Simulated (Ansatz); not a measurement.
```cif
data_structure
_symmetry_space_group_name_H-M 'P 1'
_symmetry_Int_Tables_number 1
_cell_length_a 4.5750
_cell_length_b 4.5750
_cell_length_c 4.5750
_cell_angle_alpha 60.000
_cell_angle_beta 60.000
_cell_angle_gamma 60.000
_cell_volume 67.71
loop_
_atom_site_label
_atom_site_type_symbol
_atom_site_fract_x
_atom_site_fract_y
_atom_site_fract_z
_atom_site_occupancy
Al1 Al 0.00000 0.00000 0.00000 1
Al2 Al 0.25000 0.25000 0.25000 1
Al3 Al 0.50000 0.50000 0.50000 1
Al4 Al 0.75000 0.75000 0.75000 1
```

Space group Im-3m; a structure from a database of computed crystals, not necessarily the ambient phase.

The calculation used DFT PBE, scalar-relativistic, plane waves, PAW in Ansatz.

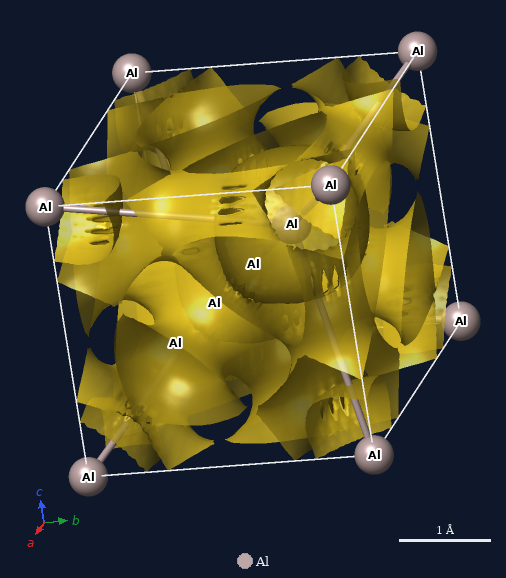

Al. Isosurface of the ELF at 0.55 (yellow), seen slightly off an axis. Only the valence region is drawn (cores and ρ < 0.01 e/Å³ removed). Sticks mark near contacts.

In a PAW calculation such maps are meaningful between the atoms, not at the nuclei.

### Where are the electrons localised?

At this value the surface marks out one network that runs through the whole crystal, counted in one cell of 4 atoms. Regions shared between cells count once. There are no localised bonds or lone pairs at this value. Along the contacts the grid gives the following. Al–Al (2.80 Å): the ELF peaks at about 0.65 between the atoms.

### Metal or insulator at this level of theory?

It is metallic or semimetallic at this level of theory: no gap opens.
